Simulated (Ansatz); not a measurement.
## Electronic structure of Ni in real space

Input file:

```
crystal:
  lattice:
    - [0.0, -1.7592606502, -1.7592606502]
    - [0.0, 1.7592606502, -1.7592606502]
    - [3.5185213004, 0.0, 0.0]
  atoms:
    - { symbol: Ni, position: [0.5, 0.5, 0.5106578863], spin: 0.75 }
    - { symbol: Ni, position: [0.0, 0.0, -0.0106578863], spin: 0.75 }
basis:
  ecutwfc: 420
kpoints:
  mp_grid: { grid: [24, 24, 18] }
hamiltonian:
  xc: pbe
scf:
  occupations: { method: gaussian, width: 0.15 }
output:
  forces: true
  stress: true
  eigenvalues: true
  populations: true
  write_density: true
  write_potential: true
  elf: true
  volumetric_format: npy
magnetization:
  spin_polarized: true
```

Command:

```sh
ansatz run input.yaml --threads 2 --pin off --max-ram 5120MiB --backend cpu --events-out ev --progress --plain --runs-dir out
```

Below, planes, directions and counts refer to the conventional cell (a = 2.49 Å, b = 2.49 Å, c = 3.52 Å, α = 90.00°, β = 90.00°, γ = 90.00°).

Space group P4/nmm; not relaxed (largest force 0.7 eV/Å); spin-polarised.

These are results of DFT PBE, scalar-relativistic, plane waves, PAW in Ansatz 0.2.0, not measurements.

Core electrons are frozen (PAW), and the valence fields are smoothed inside the atomic spheres.

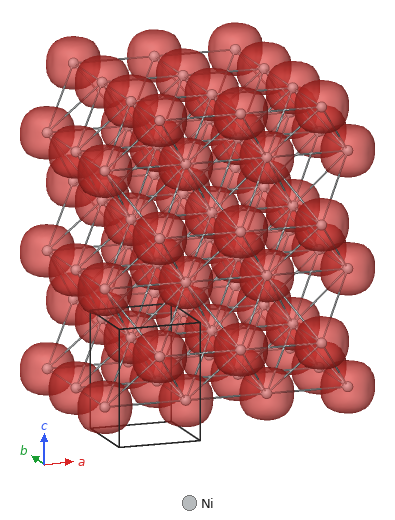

Figure 1. Isosurface of the magnetisation density (up minus down) at +0.04 e/Å³ (red), seen slightly off an axis. Sticks mark near contacts.

Describe the spin distribution.

Answer. The spin density sits on Ni: +0.7 μB (×2) in one cell of 2 atoms: parallel main moments (a ferromagnetic arrangement) in this solution. The cell of the calculation (2 atoms) carries 1.3 μB of net spin moment.

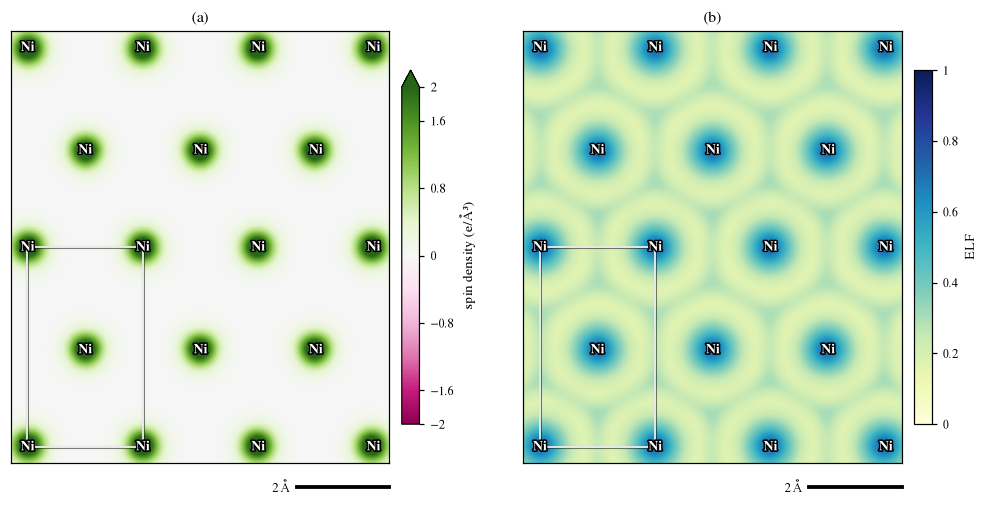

Figure 2. (a) spin density (up minus down); (b) electron localisation function on the (101̄) plane of the conventional cell.

Read the bonding off the picture.

Answer. The section cuts through Ni sites. Ni–Ni (2.44 Å): the ELF is about 0.25 at the midpoint; no localised pair shows between them. Ni–Ni (2.49 Å): the ELF is about 0.25 at the midpoint (no localised pair shows between them). Ni–Ni (2.54 Å): the ELF is about 0.25 at the midpoint (no localised pair shows between them). The features right at Ni lie inside the PAW spheres, where the map follows smoothed inner orbitals and isn't to be read closely.

Does the calculation give a band gap?

Answer. It is metallic or semimetallic at this level of theory: no gap opens.
